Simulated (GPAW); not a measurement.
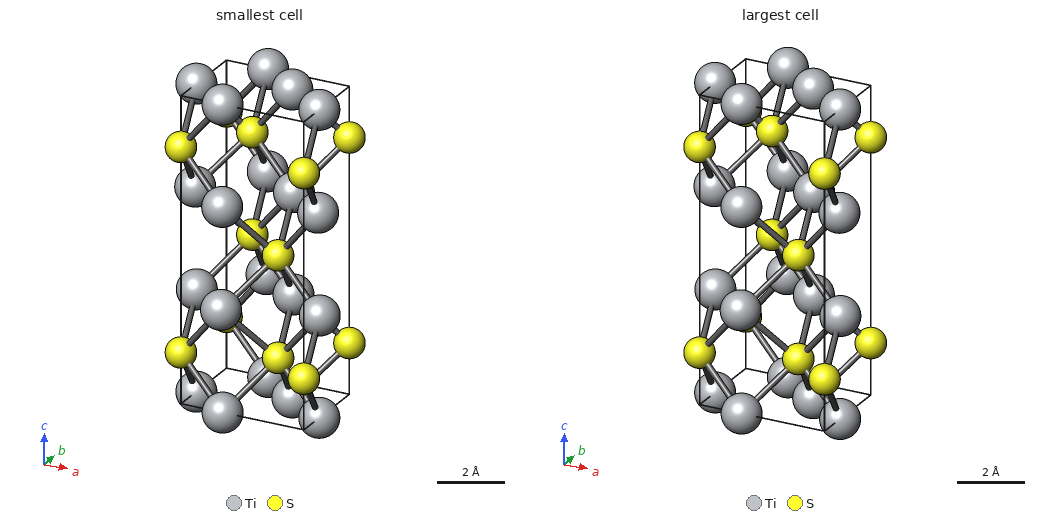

Ti₃S₂, space group R32 (No. 155), relaxed (cell and atoms, zero pressure) with five choices of dispersion term on top of PBEsol; the smallest and the largest of the relaxed conventional cells are drawn to one scale (sticks follow a distance rule). The start was a structure listed in the Materials Project. It needn't be the stable form of this composition.

Alike in all runs: GPAW 26.7.0; functional PBEsol; potentials PAW data sets generated in the run's folder for this functional; cutoff 600 eV; k mesh 5 × 5 × 5 on the run's cell of 5 atoms; occupations fermi-dirac, width 0.05 eV; no spin polarisation; no spin-orbit coupling. All runs are metallic.

| level | volume (Å³/atom) | a (Å) | c (Å) |
| --- | --- | --- | --- |
| none | ? | ? | ? |
| D4 | 15.75 | 5.341 | 9.562 |
| D3(BJ)-ATM | 15.46 | 5.294 | 9.555 |
| D3 | 15.60 | 5.326 | 9.530 |
| D3(BJ) | 15.36 | 5.280 | 9.545 |

**Fill in the row of none.**

Volume 15.95 Å³/atom; a 5.366 Å; c 9.594 Å. That is the largest volume of all.

**Order the levels by the relaxed volume, smallest first.**

D3(BJ) (15.36 Å³/atom), D3(BJ)-ATM (15.46 Å³/atom), D3 (15.60 Å³/atom), D4 (15.75 Å³/atom), none (15.95 Å³/atom). Rows within a few tenths of a per cent can't be told apart.

Caveat: later steps reuse the first step's grids; pairwise dispersion terms can overbind metals strongly.
